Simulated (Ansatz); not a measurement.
# What a change does: single-point calculation on Ti

System: Ti (1 atom in the cell).
Method of run 1: DFT PBE, scalar-relativistic, plane waves, PAW, PAW set soft_1, no spin polarisation (Ansatz 0.2.0).

The structure derives from an entry of the Crystallography Open Database. Text and figures count atoms from 1; the logs count them from 0 in places.

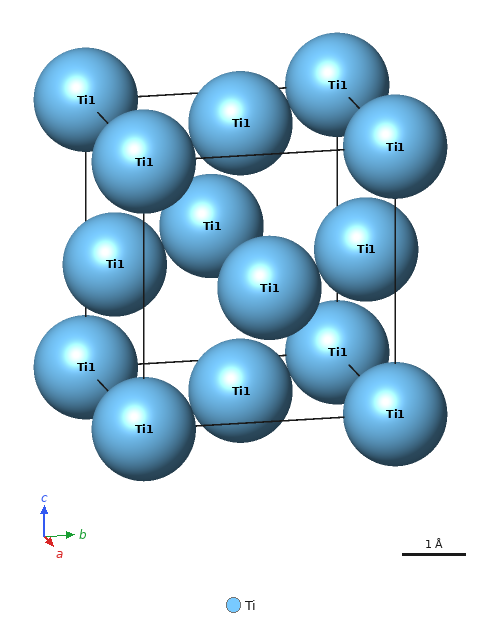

**Figure 1.** The input geometry (spheres-only view of the cell 4 times as large as that of the calculation, set on its symmetry axes, seen slightly off an axis; atoms are numbered from 1 in the order of the input).

**Input file, run 1**
```yaml
crystal:
  lattice:
    - [0.0, 2.1997685429, 2.0558584513]
    - [2.0079569494, 0.0, 2.0558584513]
    - [2.0079569494, 2.1997685429, 0.0]
  atoms:
    - { symbol: Ti, position: [0.0, 0.0, 0.0] }
basis:
  ecutwfc: 520.0
kpoints:
  mp_grid: { grid: [18, 18, 18] }
hamiltonian:
  xc: pbe
  pseudopotentials: { kind: paw, azcp: { folder: soft_1 } }
scf:
  occupations: { method: gaussian, width: 0.15 }
output:
  forces: true
  stress: true
  eigenvalues: true
```

Command:
```bash
ansatz run input.yaml --threads 1 --pin off --max-ram 2048MiB --backend cpu --events-out ev --progress --plain --runs-dir out
```

Hardware: 1 thread of Arm Neoverse N1, 98 GiB of memory available, shared host.

**Output, shortened to warnings, some set-up lines, iterations and results (run 1)**
```
Basis set: ecut = 520 eV, 501 PW (Γ), exchange–correlation on 48×48×48 points (8 copies of the dense FFT grid, shifted against one another)
Symmetry: 8 space group operations
k-points: 865 of 5832
Initial density: superposition of atomic densities (chi_scale 0.1, normalization cell)
[...]
SCF iter   1: F=—  HF=-2499.791718 eV  |F-HF|=—  |Δ(HF+E_count)|=         —  Δρ=5.71e-2  dr2=6.29e-1  ethr=3.10e-3  ⟨swp⟩=4.4  Hψ=44979  notcnv=0
SCF iter   2: F=—  HF=-2499.623831 eV  |F-HF|=—  |Δ(HF+E_count)|=   1.68e-1  Δρ=2.10e-2  dr2=5.36e-2  ethr=3.10e-3  ⟨swp⟩=2.9  Hψ=24124  notcnv=0  defer=10
SCF iter   3: F=—  HF=-2499.603202 eV  |F-HF|=—  |Δ(HF+E_count)|=   2.06e-2  Δρ=6.05e-3  dr2=3.31e-3  ethr=4.46e-4  ⟨swp⟩=2.7  Hψ=16481  notcnv=0  defer=10
SCF iter   4: F=—  HF=-2499.602483 eV  |F-HF|=—  |Δ(HF+E_count)|=   7.19e-4  Δρ=8.72e-4  dr2=8.64e-5  ethr=2.76e-5  ⟨swp⟩=2.0  Hψ=12874  notcnv=0  defer=10
SCF iter   5: F=—  HF=-2499.602465 eV  |F-HF|=—  |Δ(HF+E_count)|=   1.79e-5  Δρ=9.77e-5  dr2=1.42e-6  ethr=7.20e-7  ⟨swp⟩=2.9  Hψ=14451  notcnv=0  defer=10
SCF iter   6: F=-2499.602464 eV  HF=-2499.602464 eV  |F-HF|=9.82e-9  |Δ(HF+E_count)|=   3.03e-7  Δρ=8.90e-6  dr2=1.16e-8  ethr=8.33e-10  ⟨swp⟩=5.1  Hψ=40876  notcnv=0
SCF 1 converged in 6 iterations: F = -2499.602464 eV  dr2 = 1.16e-8
SCF converged after 6 iterations
Free energy (F): -2499.602464 eV
Harris-Foulkes:  -2499.602464 eV  (|F-HF|=9.82e-9)
Internal energy: -2499.579709 eV  (E = F + TS)
E sigma→0 (E₀):  -2499.591087 eV
Entropy (-TS):   -0.022755 eV (-22.755 meV/atom)
Fermi energy:    12.464863 eV
--- Per-component energies (eV) ---
  E_band       = -167.030469
  E_kinetic    = 280.042593
  E_local      = -897.468728  (includes V_loc(G=0)·N_el)
  E_nonlocal   = 60.381674
  E_hartree    = 354.229887
  E_xc         = -115.729459
  E_vxc        = -144.871379  (∫ρ·V_xc dr)
  E_paw        = -1041.987678  (= ΣΔE_a)
  E_vpaw       = -173.578192  (= ΣTr[D̂ρ^β])
  E_aug_tail   = -0.000028  (compensation charges beyond the density's cutoff)
  E_ewald      = -1139.047969
  E_smearing   = -0.022755  (= −TS)
  E_closure    = 0.000000  (closes the sum)
  Σ components = -2499.602464   (vs F -2499.602464, Δ=0.00e0)
--- Forces (eV/Å), atoms counted from 1 ---
  atom   1  Ti     0.00000000    -0.00000000     0.00000000
  max |Σ_I F_I| component: 1.54e-33 eV/Å
--- Stress (GPa, compression-positive) ---
       -3.202351      -0.000000       0.000000
       -0.000000      -6.067396       0.000000
        0.000000       0.000000      -3.891995
  P = ⅓ Tr σ = -4.3872 GPa (-43.872 kbar)
```

The input of run 2 differs as follows (lines with − go, lines with + come):
```diff
-    - [0.0, 2.1997685429, 2.0558584513]
+    - [0.0, 2.0558584513, 2.0558584513]
-    - [2.0079569494, 2.1997685429, 0.0]
+    - [2.0079569494, 2.0558584513, 0.0]
```

What does this change do to the results?

With the same functional and potentials, run 2 lies 15.0 meV per atom lower. The pressure goes from −4.39 to 2.70 GPa. The volume per atom goes from 18.16 to 16.97 Å³. The number of SCF iterations is the same. The irreducible k-points go from 865 to 480. The plane waves at Γ go from 501 to 459. On the same kind of shared host run 2 took about 0.5 times as long.

**Output, shortened to warnings, some set-up lines, iterations and results (run 2)**
```
Basis set: ecut = 520 eV, 459 PW (Γ), exchange–correlation on 48×48×48 points (8 copies of the dense FFT grid, shifted against one another)
Symmetry: 16 space group operations
k-points: 480 of 5832
Initial density: superposition of atomic densities (chi_scale 0.1, normalization cell)
[...]
SCF iter   1: F=—  HF=-2499.793086 eV  |F-HF|=—  |Δ(HF+E_count)|=         —  Δρ=5.66e-2  dr2=5.58e-1  ethr=3.10e-3  ⟨swp⟩=4.4  Hψ=24834  notcnv=0
SCF iter   2: F=—  HF=-2499.631614 eV  |F-HF|=—  |Δ(HF+E_count)|=   1.61e-1  Δρ=1.86e-2  dr2=3.38e-2  ethr=3.10e-3  ⟨swp⟩=2.9  Hψ=13364  notcnv=0  defer=10
SCF iter   3: F=—  HF=-2499.618032 eV  |F-HF|=—  |Δ(HF+E_count)|=   1.36e-2  Δρ=6.15e-3  dr2=2.88e-3  ethr=2.82e-4  ⟨swp⟩=2.0  Hψ=8653  notcnv=0  defer=10
SCF iter   4: F=—  HF=-2499.617487 eV  |F-HF|=—  |Δ(HF+E_count)|=   5.45e-4  Δρ=7.91e-4  dr2=5.83e-5  ethr=2.40e-5  ⟨swp⟩=2.0  Hψ=7229  notcnv=0  defer=10
SCF iter   5: F=—  HF=-2499.617479 eV  |F-HF|=—  |Δ(HF+E_count)|=   8.41e-6  Δρ=7.19e-5  dr2=6.24e-7  ethr=4.86e-7  ⟨swp⟩=2.7  Hψ=7770  notcnv=0  defer=10
SCF iter   6: F=-2499.617479 eV  HF=-2499.617479 eV  |F-HF|=4.87e-9  |Δ(HF+E_count)|=   1.28e-7  Δρ=6.06e-6  dr2=5.43e-9  ethr=8.33e-10  ⟨swp⟩=5.0  Hψ=22324  notcnv=0
SCF 1 converged in 6 iterations: F = -2499.617479 eV  dr2 = 5.43e-9
SCF converged after 6 iterations
Free energy (F): -2499.617479 eV
Harris-Foulkes:  -2499.617479 eV  (|F-HF|=4.87e-9)
Internal energy: -2499.598097 eV  (E = F + TS)
E sigma→0 (E₀):  -2499.607788 eV
Entropy (-TS):   -0.019382 eV (-19.382 meV/atom)
Fermi energy:    13.537455 eV
--- Per-component energies (eV) ---
  E_band       = -153.567371
  E_kinetic    = 281.876462
  E_local      = -860.321314  (includes V_loc(G=0)·N_el)
  E_nonlocal   = 60.652739
  E_hartree    = 342.055600
  E_xc         = -116.334936
  E_vxc        = -145.694192  (∫ρ·V_xc dr)
  E_paw        = -1042.335664  (= ΣΔE_a)
  E_vpaw       = -174.194875  (= ΣTr[D̂ρ^β])
  E_aug_tail   = -0.000031  (compensation charges beyond the density's cutoff)
  E_ewald      = -1165.190954
  E_smearing   = -0.019382  (= −TS)
  E_closure    = 0.000000  (closes the sum)
  Σ components = -2499.617479   (vs F -2499.617479, Δ=0.00e0)
--- Forces (eV/Å), atoms counted from 1 ---
  atom   1  Ti    -0.00000000    -0.00000000    -0.00000000
  max |Σ_I F_I| component: 8.63e-32 eV/Å
--- Stress (GPa, compression-positive) ---
        3.263802      -0.000000       0.000000
       -0.000000       2.421066      -0.000000
        0.000000      -0.000000       2.421066
  P = ⅓ Tr σ = 2.7020 GPa (27.020 kbar)
```

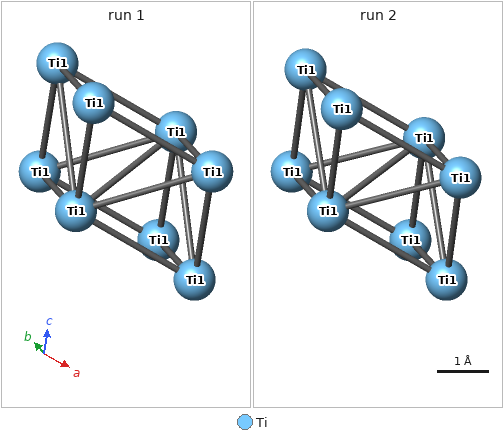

**Figure 2.** The two input geometries at one scale (ball-and-stick view of the reduced cell, seen slightly off an axis). No atom moves by more than 0.005 Å relative to the cell. The drawn cell changes as follows: a = b stay at 2.874 Å, c 2.978 → 2.874 Å (−3.5 %), α 118.1° → 119.2°, β 118.1° → 119.2°; the volume changes by −6.5 %. Among the contacts that change: Ti1–Ti1 2.978 → 2.874 Å.

**The two runs side by side**

| quantity | run 1 | run 2 |
| --- | --- | --- |
| outcome | converged | converged |
| free energy per atom (eV) | −2499.6025 | −2499.6175 |
| energy per atom, smearing taken to zero (eV) | −2499.5911 | −2499.6078 |
| gap on the mesh (eV) | 0.00 | 0.00 |
| pressure (GPa) | −4.39 | 2.70 |
| volume per atom (Å³) | 18.16 | 16.97 |
| largest force (eV/Å) | 0.000 | 0.000 |
| SCF iterations | 6 | 6 |
| irreducible k-points | 865 | 480 |
| plane waves at Γ | 501 | 459 |
| wall time (shared host) | 20 s | 10 s |
